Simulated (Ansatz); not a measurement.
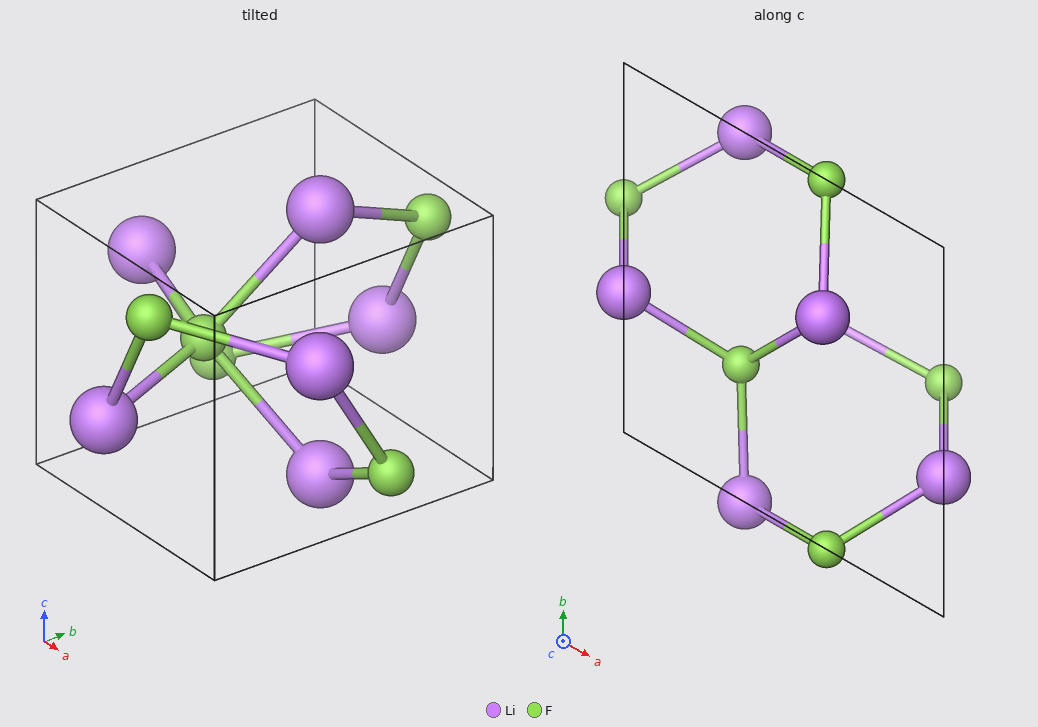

The structure above is drawn in ball-and-stick style and viewed slightly off an axis and along the c axis. Atoms at the boundary of the conventional unit cell (the box) are drawn once for each face, edge or corner they touch.

LiF, space group P3_121 (No. 152), a = 4.895 Å, b = 4.895 Å, c = 2.927 Å, α = 90.00°, β = 90.00°, γ = 120.00°. The structure comes from a structure type filled with these elements by a generator (whether the compound takes this form wasn't checked). Earlier steps of the study may have refined or changed the cell and positions. It was run through Ansatz as a DFT input.

This one geometry was computed with Ansatz (DFT, plane waves, PAW) at three levels of theory: PBE, PBEsol and r2SCAN.

Q: Which level gives the highest pressure at this volume, and what does that say about its equilibrium volume?

A: Highest: PBE (0.0 GPa), which points to the largest equilibrium volume. Lowest, with the smallest volume: r2SCAN (-2.7 GPa). Levels within 0.5 GPa of each other can't be told apart.

Q: How does the band gap change with the level of theory?

A: PBEsol: a gap of 7.42 eV, direct; PBE: a gap of 7.57 eV, direct; r2SCAN: a gap of 8.31 eV, direct.

Q: Collect the results in a table.

A:
| level | cutoff (eV) | k-mesh of the run's cell | gap (eV) | pressure (GPa) |
| --- | --- | --- | --- | --- |
| PBE | 420 | 6×6×8 | 7.57 | 0.0 |
| PBEsol | 420 | 6×6×8 | 7.42 | -1.9 |
| r2SCAN | 500 | 6×6×8 | 8.31 | -2.7 |

Gaps are taken on the k-mesh or band path of each run.
